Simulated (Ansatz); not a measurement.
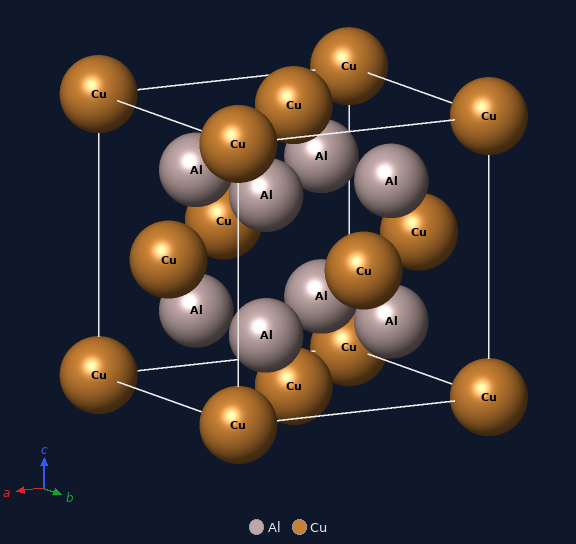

Spheres-only drawing of the structure, looking from a general direction. The conventional unit cell is outlined; an atom on or near a face, edge or corner is repeated at each equivalent position. Cell: a = 5.485 Å, b = 5.485 Å, c = 5.485 Å, α = 90.00°, β = 90.00°, γ = 90.00°.

- The material is Al2Cu.
- The structure has Fm-3m (No. 225) symmetry and a face-centred cubic lattice.
- The prototype is antifluorite.
- Cell content 8 Al, 4 Cu; Z = 4.
- Each Al has four Cu in a tetrahedral arrangement at about 2.4 Å. About every Cu there are eight Al in a cubic arrangement at about 2.4 Å.

The structure was taken from a structure listed in the Materials Project. The cell was then strained or its atoms displaced on purpose. An electronic-structure calculation with Ansatz was run on it.
